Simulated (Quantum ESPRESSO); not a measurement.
System: BAs (space group F-43m).

Method: plane-wave DFT, no spin polarisation; energies at scaled volumes of the given cell, shape and fractions fixed, counted from the fit's minimum, third-order Birch-Murnaghan fit (Quantum ESPRESSO 7.5). All runs: no spin polarisation.

```tsv
setting	value
k mesh	10×10×10
occupations	Fermi–Dirac
smearing width	0.05 eV
potentials	PseudoDojo 0.4.1 SR PBE standard
wave cutoff	1143 eV
density cutoff	4572 eV
```

Describe the result: the energy against volume, with one curve for each functional. The cases: rev-vdW-DF2; AM05 + D4; PW86PBE + D4.

The fitted equilibrium volumes, smallest first, are AM05 + D4 13.284, PW86PBE + D4 13.735, rev-vdW-DF2 13.745 Å³/atom. The fitted bulk moduli, smallest first, are PW86PBE + D4 131.6, rev-vdW-DF2 133.9, AM05 + D4 144.1 GPa.

rev-vdW-DF2:
| volume (Å³/atom) | energy (meV/atom) |
| --- | --- |
| 12.81 | 30.04 |
| 13.08 | 14.57 |
| 13.35 | 4.88 |
| 13.63 | 0.43 |
| 13.90 | 0.71 |
| 14.17 | 5.25 |
| 14.44 | 13.65 |

AM05 + D4:
| volume (Å³/atom) | energy (meV/atom) |
| --- | --- |
| 12.81 | 8.14 |
| 13.08 | 1.43 |
| 13.35 | 0.16 |
| 13.63 | 3.79 |
| 13.90 | 11.84 |
| 14.17 | 23.85 |
| 14.44 | 39.41 |

PW86PBE + D4:
| volume (Å³/atom) | energy (meV/atom) |
| --- | --- |
| 12.81 | 29.01 |
| 13.08 | 13.94 |
| 13.35 | 4.58 |
| 13.63 | 0.36 |
| 13.90 | 0.78 |
| 14.17 | 5.38 |
| 14.44 | 13.73 |

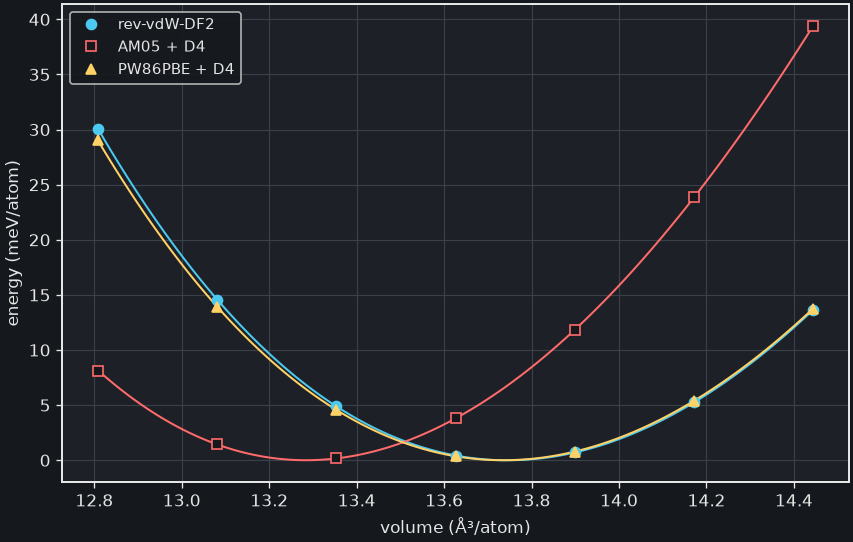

Caveats: potentials made for another functional.
